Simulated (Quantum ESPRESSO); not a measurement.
**ZnSe (Stilleite): phonon deformation potentials, worked out**

Aim: the phonon deformation potentials p and q of ZnSe (Stilleite), tested on a biaxially strained cell.

Main program and level: Quantum ESPRESSO 7.5; DFT PBE, scalar-relativistic, plane waves, PseudoDojo norm-conserving pseudopotentials.

### Step 1. The relaxed structure

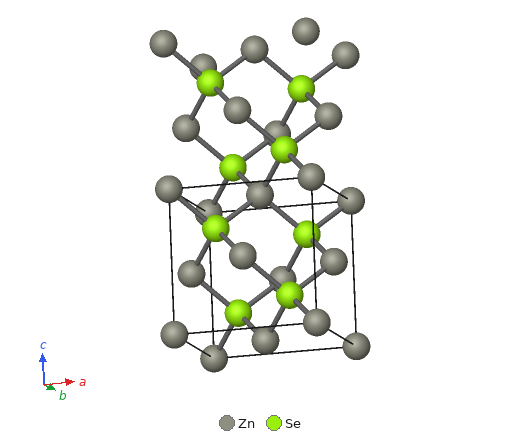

The cell as given, from a free direction (zinc grey, selenium green). 1×1×2 cells are drawn. This picture shows the conventional cell, with its axes. Bonds to atoms that aren't drawn are left out. Some periodic images of atoms are drawn too.

This is the cell after its relaxation at this level of theory, not the database cell from which that began.

### Step 2. Uniaxial strain

The relaxed cell is stretched along z alone. This keeps all atoms on sites fixed by symmetry and splits the threefold mode into a singlet, polarised along z, and a doublet. The macroscopic field is left out, so these are transverse modes. Cutoff 95 Ry, k mesh 8×8×8.

From the response at ε_zz = 0.01:

What it wrote:

```text
[banners, grids, parts of the stress and lines that vanish by symmetry left out]
Program PHONON v.7.5
     Reading xml data from directory:

[...]
Exchange-correlation= PBE
                           (   1   4   3   4   0   0   0)
[...]
kinetic-energy cut-off    =      95.0000  Ry
     charge density cut-off    =     380.0000  Ry
     convergence threshold     =      1.0E-18
[...]
Exchange-correlation= PBE
                           (   1   4   3   4   0   0   0)
[...]
q = (   0.0000000   0.0000000   0.0000000 )
      9 Sym.Ops. (with q -> -q+G )
     G cutoff =  569.7616  (  40045 G-vectors)     FFT grid: ( 48, 48, 48)
     number of k points=    59
[...]
Mode symmetry, D_2d (-42m) point group:
[...]
Representation #   1 mode #   1
[...]
End of self-consistent calculation
     Convergence has been achieved
     Representation #   2 mode #   2
[...]
End of self-consistent calculation
     Convergence has been achieved
     Representation #   3 modes #   3   4
[...]
End of self-consistent calculation
     Convergence has been achieved
     Representation #   4 modes #   5   6
[...]
End of self-consistent calculation
     Convergence has been achieved
[...]
q = (    0.000000000   0.000000000   0.000000000 )
[...]
freq (    1) =      -0.105717 [THz] =      -3.526353 [cm-1]
     freq (    2) =      -0.105717 [THz] =      -3.526353 [cm-1]
     freq (    3) =      -0.100106 [THz] =      -3.339163 [cm-1]
     freq (    4) =       5.757788 [THz] =     192.059121 [cm-1]
     freq (    5) =       5.757788 [THz] =     192.059121 [cm-1]
     freq (    6) =       5.764889 [THz] =     192.295991 [cm-1]
[...]
Mode symmetry, D_2d (-42m) point group:
     freq (   1-   2) =         -3.5  [cm-1]   --> E    X_5  W_3   I+R
     freq (   3-   3) =         -3.3  [cm-1]   --> B_2  X_3  W_2   I+R
     freq (   4-   5) =        192.1  [cm-1]   --> E    X_5  W_3   I+R
     freq (   6-   6) =        192.3  [cm-1]   --> B_2  X_3  W_2   I+R

   JOB DONE.
```

```tsv
ε_zz	singlet (cm⁻¹)	doublet (cm⁻¹)	σ_zz (GPa)	σ_xx (GPa)
-0.01	199.05	199.43	-0.840	-0.473
-0.005	197.40	197.57	-0.417	-0.233
0	195.72	195.72	-0.001	-0.001
0.005	194.02	193.88	0.406	0.222
0.01	192.30	192.06	0.806	0.438
```

Stress is counted positive in tension.

### Step 3. The fit

To first order ω² − ω₀² = p ε_zz + q (ε_xx + ε_yy) for the mode along z, and likewise for x and y. With ε_zz alone the singlet gives p and the doublet q.

The linear terms of parabolas through ω² are p = -3.45 ω₀² and q = -3.77 ω₀², with ω₀ = 195.7 cm⁻¹. Those of the stresses are C11 = 82 GPa and C12 = 46 GPa. Under hydrostatic strain p and q imply γ = −(p + 2q)/(6 ω₀²) = 1.83.

A layer held to an in-plane strain ε and free along z takes ε_zz = −2 (C12/C11) ε = -1.107 ε. To first order the singlet then shifts by (q − p C12/C11) ε / ω₀ = -364 ε cm⁻¹. For ε = 0.004, ε_zz = -0.00443, the formulas for ω² predict 194.26 cm⁻¹ for the singlet and 194.52 cm⁻¹ for the doublet.

### Step 4. A biaxially strained cell

This run was no part of the fit.

What it wrote:

```text
[banners, grids, parts of the stress and lines that vanish by symmetry left out]
[banner, memory and clock lines left out]
Program PHONON v.7.5

[...]
Exchange-correlation= PBE
                           (   1   4   3   4   0   0   0)
[...]
kinetic-energy cut-off    =      95.0000  Ry
     charge density cut-off    =     380.0000  Ry
     convergence threshold     =      1.0E-18
[...]
Exchange-correlation= PBE
                           (   1   4   3   4   0   0   0)
[...]
q = (   0.0000000   0.0000000   0.0000000 )
      9 Sym.Ops. (with q -> -q+G )
     G cutoff =  563.8600  (  39741 G-vectors)     FFT grid: ( 48, 48, 48)
     number of k points=    59
[...]
Mode symmetry, D_2d (-42m) point group:
[...]
Representation #   1 mode #   1
[...]
End of self-consistent calculation
     Convergence has been achieved
     Representation #   2 mode #   2
[...]
End of self-consistent calculation
     Convergence has been achieved
     Representation #   3 modes #   3   4
[...]
End of self-consistent calculation
     Convergence has been achieved
     Representation #   4 modes #   5   6
[...]
End of self-consistent calculation
     Convergence has been achieved
[...]
q = (    0.000000000   0.000000000   0.000000000 )
[...]
freq (    1) =      -0.106012 [THz] =      -3.536179 [cm-1]
     freq (    2) =      -0.101531 [THz] =      -3.386715 [cm-1]
     freq (    3) =      -0.101531 [THz] =      -3.386715 [cm-1]
     freq (    4) =       5.824277 [THz] =     194.276973 [cm-1]
     freq (    5) =       5.831076 [THz] =     194.503744 [cm-1]
     freq (    6) =       5.831076 [THz] =     194.503744 [cm-1]
[...]
Mode symmetry, D_2d (-42m) point group:
     freq (   1-   1) =         -3.5  [cm-1]   --> B_2  X_3  W_2   I+R
     freq (   2-   3) =         -3.4  [cm-1]   --> E    X_5  W_3   I+R
     freq (   4-   4) =        194.3  [cm-1]   --> B_2  X_3  W_2   I+R
     freq (   5-   6) =        194.5  [cm-1]   --> E    X_5  W_3   I+R
```

```tsv
mode	predicted (cm⁻¹)	run (cm⁻¹)
singlet	194.26	194.28
doublet	194.52	194.50
```

The stress along z is -0.002 GPa and that in the plane 0.304 GPa; the unstrained cell carries -0.001 GPa.

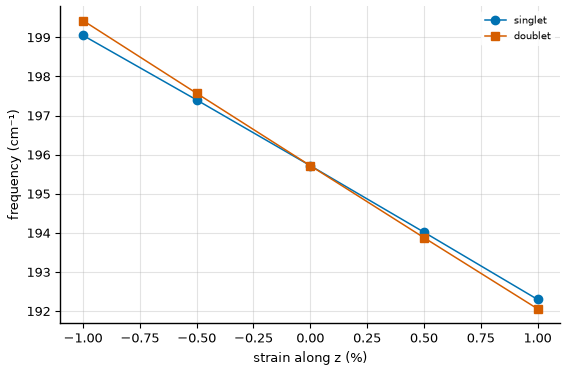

The two components under uniaxial strain.

### Step 5. Summary of results

```
p (in units of the squared frequency)           : -3.449
q (same units)                                  : -3.767
shift of the singlet per unit of biaxial strain : -364 cm⁻¹
C11 and C12                                     : 82 and 46 GPa
```

**Reading.** To first order, one per cent of tensile biaxial strain moves the singlet of ZnSe (Stilleite) by -3.6 cm⁻¹ and the doublet by -3.0 cm⁻¹; the formulas miss the test run by up to 0.02 cm⁻¹. In backscattering from (001) the mode polarised along z is the one seen in diamond and zinc-blende crystals; in a polar crystal it is the LO mode, whose potentials differ somewhat from these. The third potential, r, needs shear strain and a relaxation of the atoms, which was not run. These are harmonic values at zero temperature.

[Host names and launcher messages were left out of these logs when they were recorded.]

[Logs are printed without paths, hosts, clocks, repeated set-up lines and the standing remarks that a program may print on its own settings, such as how far it seeks lower states.]

[Hosts, paths, dates, database ids (printed as entryN), source tags and the programs' standing remarks are cut or masked in the printed files.]
